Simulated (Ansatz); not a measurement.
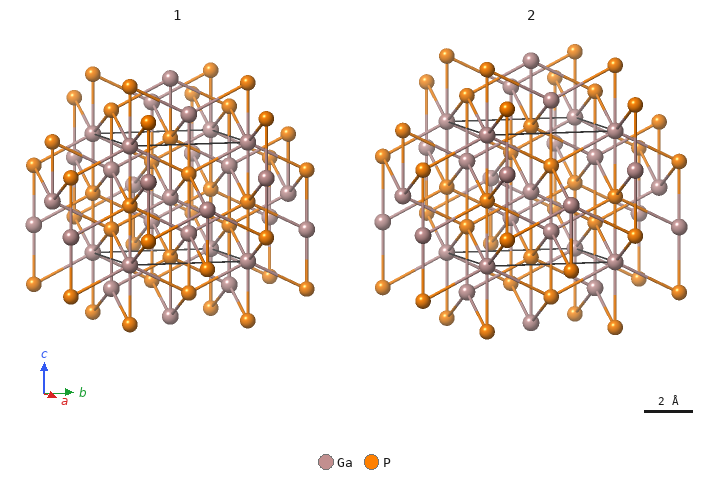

Two geometries of crystalline GaP (a generated structure, set up in I4_1/amd) (coarse preliminary run), drawn at one scale. One is the start of a relaxation, the other its converged end. Style: ball-and-stick. Shown: the conventional cell (2 times the calculation's cell), slightly off an axis. Lengths and directions refer to the drawn axes.

Method: DFT PBE, scalar-relativistic, plane waves, PAW in Ansatz. Settings: plane-wave cutoff 420 eV; k-point mesh 4 × 4 × 4; occupations gaussian; smearing width 0.1 eV; no spin polarisation; cell and atoms relaxed; force threshold 0.04 eV/Å; at most 70 steps.

> Which geometry has the lower energy?

Structure 1 is the relaxed one. No atom moves by more than 0.005 Å relative to the cell. Cell: a = b 5.704 → 5.251 Å (−7.9 %), c 5.599 → 5.081 Å (−9.2 %). Volume −23.1 %. Near-neighbour distances that change, for instance: Ga–P 3.177 → 2.917 Å, Ga–P 2.799 → 2.541 Å. The space group stays I4_1/amd (No. 141). Over 3 accepted moves (4 points after the start) the energy falls by 203 meV per atom. All forces vanish by symmetry, so only the cell relaxes. Pressure: −9.60 GPa at the start and −0.07 GPa at the end. The SCF was repeated once at an unchanged geometry on a basis and grid sized afresh for the cell, which shifted the energy by 0.8 meV per atom at most. The run took 20 s on 1 thread of AMD EPYC (Zen 3), on a shared host, peak memory 0.38 GiB.
